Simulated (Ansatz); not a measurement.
# BN: single-point calculation (part 1 of 2)

System: BN (slab, 36 atoms in the cell).
Method: DFT PBE+D3(BJ), scalar-relativistic, plane waves, PAW, no spin polarisation (Ansatz 0.2.0).

The structure derives from an entry of the Crystallography Open Database. It belongs to a series of runs on one base structure; here: the slab at its places in the relaxed adsorbed structure. Figures and captions count atoms from 1; the log counts them from 0 in places.

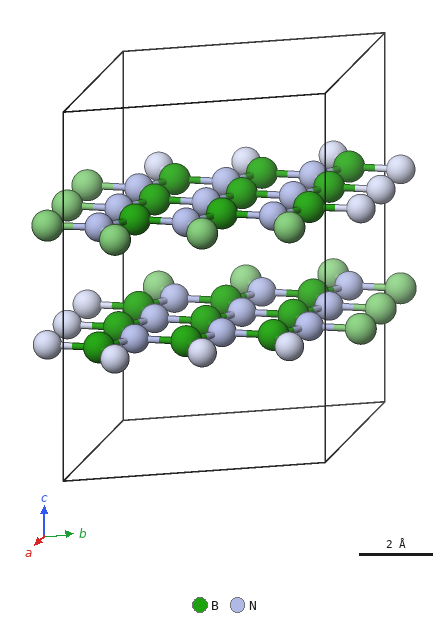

*The structure (ball-and-stick view of the cell of the calculation, with the vacuum cut short, seen slightly off an axis; neighbours outside the cell are drawn fainter). An atom can appear more than once, as a periodic image.*

## The input
```yaml
crystal:
  lattice:
    - [7.5193143265, 0.0, 0.0]
    - [-3.7596571633, 6.5119172258, 0.0]
    - [0.0, 0.0, 22.5912245264]
  atoms:
    - { symbol: B, position: [0.2222222222, 0.1111111111, 0.354119804] }
    - { symbol: B, position: [0.2222222222, 0.4444444444, 0.354119804] }
    - { symbol: B, position: [0.2222222222, 0.7777777778, 0.354119804] }
    - { symbol: B, position: [0.5555555556, 0.1111111111, 0.354119804] }
    - { symbol: B, position: [0.5555555556, 0.4444444445, 0.354119804] }
    - { symbol: B, position: [0.5555555556, 0.7777777778, 0.354119804] }
    - { symbol: B, position: [0.8888888889, 0.1111111111, 0.354119804] }
    - { symbol: B, position: [0.8888888889, 0.4444444444, 0.354119804] }
    - { symbol: B, position: [0.8888888889, 0.7777777778, 0.354119804] }
    - { symbol: "N", position: [0.1111111111, 0.2222222222, 0.354119804] }
    - { symbol: "N", position: [0.1111111111, 0.5555555556, 0.354119804] }
    - { symbol: "N", position: [0.1111111111, 0.8888888889, 0.354119804] }
    - { symbol: "N", position: [0.4444444444, 0.2222222222, 0.354119804] }
    - { symbol: "N", position: [0.4444444444, 0.5555555556, 0.354119804] }
    - { symbol: "N", position: [0.4444444444, 0.8888888889, 0.354119804] }
    - { symbol: "N", position: [0.7777777778, 0.2222222222, 0.354119804] }
    - { symbol: "N", position: [0.7777777778, 0.5555555556, 0.354119804] }
    - { symbol: "N", position: [0.7777777778, 0.8888888889, 0.354119804] }
    - { symbol: B, position: [0.1131176147, 0.223225474, 0.5025336329] }
    - { symbol: B, position: [0.1121451222, 0.556131696, 0.5025414484] }
    - { symbol: B, position: [0.1121451222, 0.8893467596, 0.5025414484] }
    - { symbol: B, position: [0.4454869185, 0.2228393983, 0.502428414] }
    - { symbol: B, position: [0.4454869185, 0.5559808535, 0.502428414] }
    - { symbol: B, position: [0.4453372247, 0.889335279, 0.5025585159] }
    - { symbol: B, position: [0.7782760639, 0.223212908, 0.5026133393] }
    - { symbol: B, position: [0.7786435477, 0.5559884405, 0.502444719] }
    - { symbol: B, position: [0.7782760639, 0.8883964893, 0.5026133393] }
    - { symbol: "N", position: [0.2232419049, 0.1116231303, 0.5023129565] }
    - { symbol: "N", position: [0.2232419049, 0.444952108, 0.5023129565] }
    - { symbol: "N", position: [0.2232034759, 0.7782684046, 0.5025686542] }
    - { symbol: "N", position: [0.5565355518, 0.1116250364, 0.5023786181] }
    - { symbol: "N", position: [0.5565478579, 0.4449405956, 0.5024003193] }
    - { symbol: "N", position: [0.5565355518, 0.7782438487, 0.5023786181] }
    - { symbol: "N", position: [0.8898870614, 0.1116101974, 0.5039651582] }
    - { symbol: "N", position: [0.889855371, 0.4449471178, 0.5023625575] }
    - { symbol: "N", position: [0.889855371, 0.7782415865, 0.5023625575] }
basis:
  ecutwfc: 420
kpoints:
  mp_grid: { grid: [3, 3, 1] }
hamiltonian:
  xc: pbe
  dispersion: d3bj
scf:
  occupations: { method: gaussian, width: 0.05 }
output:
  forces: true
  eigenvalues: true
  write_density: true
  volumetric_format: npy
efield:
  axis: 3
  dipole_correction: true
  ramp_width: 0.04
```

Machine: 4 threads of AMD EPYC (Zen 5), 32 GiB of memory available, shared host.

Launch command:
```bash
ansatz run input.yaml --threads 4 --pin off --max-ram 10240MiB --backend cpu --events-out ev --progress --plain --runs-dir out
```

## Log
```
Engine: ansatz 0.2.0, x86_64-unknown-linux-gnu
Pseudopotentials: kind: paw
Pseudopotential: B, paw, valence charge 3, recommended cutoff 420 eV (normal), B.paw.azcp
Pseudopotential: N, paw, valence charge 5, recommended cutoff 420 eV (normal), N.paw.azcp
Functional definition: PBE
  parameter kappa = 0.804
  parameter beta = 0.06672455060314922
  exchange = pbe_x(kappa = kappa, mu = beta*pi^2/3)
  correlation = pbe_c(beta = beta)
Crystal: 36 atoms, lattice volume = 1106.183 Å³
Basis set: ecut = 420 eV, 21699 PW (Γ), exchange–correlation on 108×108×320 points (8 copies of the dense FFT grid, shifted against one another)
Bands: 108, of which v1, the nominal top of the filled ones, is band 72 counted from 1 (71 counted from 0)
Symmetry: 2 space group operations
Space group: Cm (ITA 8), of the structure as read, at distance tolerance 1.0e-4 Å
k-points: 4 of 9 (time reversal used)
Non-local potential: B, projectors of the file, l = 0: 2, l = 1: 2, l = 2: 1
Non-local potential: N, projectors of the file, l = 0: 2, l = 1: 2, l = 2: 1
PAW form: soft (Blöchl's): semilocal exchange-correlation on the pseudo side does not see the compensation charge
PAW one-centre angular grid: B, 110 points (default); XC on 64 Gauss nodes
PAW one-centre angular grid: N, 110 points (default); XC on 64 Gauss nodes
Initial density: superposition of atomic densities (neutral atoms: chi_scale 0, normalization atom), corrected by the library's trained network
Initial wavefunctions: pseudopotential atomic-orbital guess
Functional: x = pbe(κ = 0.804, μ = 0.2195149727645171), c = pbe(β = 0.06672455060314922)
SCF iter   1: F=—  HF=-9767.295547 eV  |F-HF|=—  |Δ(HF+E_count)|=         —  Δρ=1.51e-3  dr2=1.60e-2  ethr=1.77e-3  p=-0.001 e·Å  D=-2.29e-4 V/Å  ΔV_dip=0.01 eV  dr2_dipole=1.55e-7  V_vac-E_F(+/−)=3.32/3.32 eV  ⟨swp⟩=14.0  Hψ=3295  notcnv=0  defer=41
efield: sawtooth ramp at fractional position 0.9090 (placed from the atoms, in the widest stretch of the axis that holds none; the zero of the levels goes with the place), width 0.0400; the density the first Hamiltonian is built on has a dipole p = -0.001 e·Å; the dipole correction subtracts the counter field D = -2.29e-4 V/Å, which shifts the + side's vacuum level by +0.01 eV against the − side's; the planar-averaged density in the ramp window peaks in size at 8.8e-6 e/Å³
preconditioner: auto → Resta (q_TF=auto, 1.942 Å⁻¹)  ε∞=1.9  [insulator: Δε(μ)=4.552 eV  Ē_g=14.258 eV  σ=0.050 eV  W_gap=1.00  n_scr=138 (ndim 8)  ℏωp=13.4 eV  f_vac=0.685  D(μ)=0.00/eV (n_scr^D=0)  ε∞_Penn≈1.9  vacuum switching on, ρ_ref=1.5e-2 e/Å³]
SCF iter   2: F=—  HF=-9767.298369 eV  |F-HF|=—  |Δ(HF+E_count)|=   2.82e-3  Δρ=7.38e-4  dr2=2.73e-3  ethr=1.11e-5  p=-0.002 e·Å  D=-2.96e-4 V/Å  ΔV_dip=0.01 eV  dr2_dipole=2.67e-8  V_vac-E_F(+/−)=3.45/3.45 eV  ⟨swp⟩=2.5  Hψ=760  notcnv=0  defer=85
SCF iter   3: F=—  HF=-9767.302002 eV  |F-HF|=—  |Δ(HF+E_count)|=   3.63e-3  Δρ=1.40e-4  dr2=8.87e-5  ethr=1.89e-6  p=-0.002 e·Å  D=-3.36e-4 V/Å  ΔV_dip=0.01 eV  dr2_dipole=7.96e-12  V_vac-E_F(+/−)=3.55/3.55 eV  ⟨swp⟩=2.5  Hψ=544  notcnv=0  defer=85
SCF iter   4: F=—  HF=-9767.301799 eV  |F-HF|=—  |Δ(HF+E_count)|=   2.03e-4  Δρ=4.86e-5  dr2=2.23e-5  ethr=6.16e-8  p=-0.002 e·Å  D=-3.36e-4 V/Å  ΔV_dip=0.01 eV  dr2_dipole=4.50e-10  V_vac-E_F(+/−)=3.57/3.56 eV  ⟨swp⟩=2.0  Hψ=686  notcnv=0  defer=110
SCF iter   5: F=—  HF=-9767.301807 eV  |F-HF|=—  |Δ(HF+E_count)|=   8.15e-6  Δρ=1.59e-5  dr2=1.68e-6  ethr=1.55e-8  p=-0.002 e·Å  D=-3.40e-4 V/Å  ΔV_dip=0.01 eV  dr2_dipole=2.51e-11  V_vac-E_F(+/−)=3.57/3.56 eV  ⟨swp⟩=2.0  Hψ=587  notcnv=0  defer=110
SCF iter   6: F=-9767.301811 eV  HF=-9767.301811 eV  |F-HF|=1.35e-7  |Δ(HF+E_count)|=   3.66e-6  Δρ=3.84e-6  dr2=8.60e-8  ethr=6.94e-11  p=-0.002 e·Å  D=-3.39e-4 V/Å  ΔV_dip=0.01 eV  dr2_dipole=5.28e-14  V_vac-E_F(+/−)=3.57/3.56 eV  ⟨swp⟩=20.8  Hψ=3657  notcnv=0
SCF 1 converged in 6 iterations: F = -9767.301811 eV  dr2 = 8.60e-8
  greatest PAW one-centre occupation: 0.797 electrons in one spin orbital (limit 2), on the N atom at site 28 (counted from 0), in its partial waves of l = 0
```

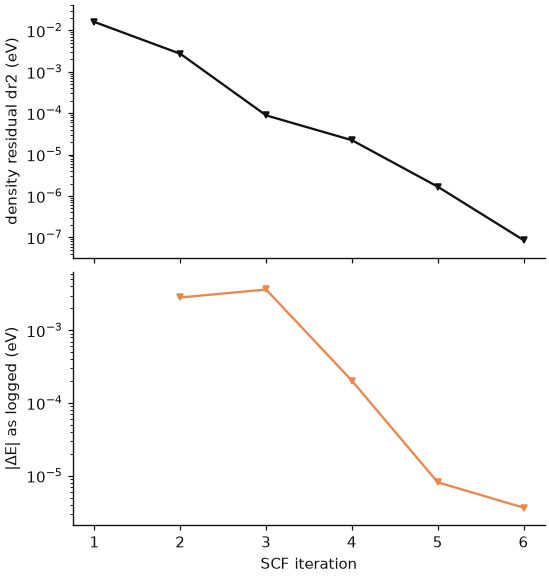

*Convergence of the self-consistent field: density residual dr2 and size of the energy change against the SCF iteration.*

The residual falls at every step.

```
SCF converged after 6 iterations
Free energy (F): -9767.301811 eV
Harris-Foulkes:  -9767.301811 eV  (|F-HF|=1.35e-7)
Internal energy: -9767.301811 eV  (E = F + TS)
E sigma→0 (E₀):  -9767.301811 eV
Fermi energy:    -0.454488 eV
Dipole field:    D = -0.000339 V/Å  (p = -0.002075 e·Å, saw-weighted, corrected)
Work function:   Φ+ = 3.5688 eV   Φ− = 3.5611 eV
Levels:          The Fermi level and band energies are counted from a zero that moves with the ramp; work functions are not
--- Per-component energies (eV) ---
  E_band       = -1418.519627
  E_kinetic    = 3297.453896
  E_local      = -84114.697733  (includes V_loc(G=0)·N_el)
  E_nonlocal   = 1040.201935
  E_hartree    = 40413.259074
  E_xc         = -1658.335135
  E_vxc        = -2057.152589  (∫ρ·V_xc dr)
  E_paw        = -3722.417812  (= ΣΔE_a)
  E_vpaw       = -410.821550  (= ΣTr[D̂ρ^β])
  E_aug_tail   = 0.001814  (compensation charges beyond the density's cutoff)
  E_efield     = 0.000000  (sawtooth field / dipole correction)
  E_vefield    = -0.000783  (∫n·V_field dr)
  E_ewald      = 34981.031547
  E_disp       = -3.799396  (pairwise vdW)
  E_smearing   = -0.000000  (= −TS)
  E_closure    = 0.000000  (closes the sum)
  Σ components = -9767.301811   (vs F -9767.301811, Δ=0.00e0)
--- Forces (eV/Å), atoms counted from 1 ---
  atom   1  B      0.00115589    -0.00111801     0.02215913
  atom   2  B     -0.00039028     0.00156004     0.02215913
  atom   3  B      0.00004445     0.00002566     0.02042657
  atom   4  B     -0.00076123    -0.00094357     0.02218424
  atom   5  B      0.00011834     0.00006832     0.02038606
  atom   6  B     -0.00119777    -0.00018746     0.02218424
  atom   7  B     -0.00023020    -0.00013290     0.02085497
  atom   8  B      0.00043031     0.00126641     0.02218538
  atom   9  B      0.00131190    -0.00026054     0.02218538
  atom  10  N     -0.00068688    -0.00039657    -0.02058935
  atom  11  N      0.00022330    -0.00006949    -0.02303269
  atom  12  N      0.00005147     0.00022813    -0.02303269
  atom  13  N      0.00011877     0.00040707    -0.02295619
  atom  14  N      0.00041192    -0.00010068    -0.02295619
  atom  15  N      0.00028471     0.00016438    -0.02284408
  atom  16  N      0.00108329    -0.00039888    -0.02068525
  atom  17  N     -0.00009930    -0.00005733    -0.02291538
  atom  18  N      0.00019620     0.00113760    -0.02068525
  atom  19  B     -0.34767958    -0.20073290     0.09474248
  atom  20  B     -0.00331136    -0.05036737    -0.05247592
  atom  21  B     -0.04527510     0.02231596    -0.05247592
  atom  22  B      0.00470678    -0.05862082    -0.06062223
  atom  23  B     -0.04841373     0.03338661    -0.06062223
  atom  24  B      0.04656500     0.02688432    -0.04971980
  atom  25  B      0.33992627    -0.19769693     0.08321745
  atom  26  B      0.05126025     0.02959512    -0.06028679
  atom  27  B     -0.00124743     0.39323325     0.08321745
  atom  28  N      0.10293034    -0.00989216     0.03293933
  atom  29  N      0.04289831     0.09408637     0.03293933
  atom  30  N      0.00046005     0.00026561     0.04681894
  atom  31  N     -0.10441955    -0.01142433     0.03228026
  atom  32  N     -0.00240413    -0.00138803     0.04482620
  atom  33  N     -0.06210354    -0.08471782     0.03228026
  atom  34  N      0.00221493     0.00127879    -0.20934976
  atom  35  N     -0.04037625     0.09514286     0.03362888
  atom  36  N      0.06220801    -0.08253829     0.03362888
  max |Σ_I F_I| component: 5.18e-6 eV/Å
--- Band table (eV) ---
```
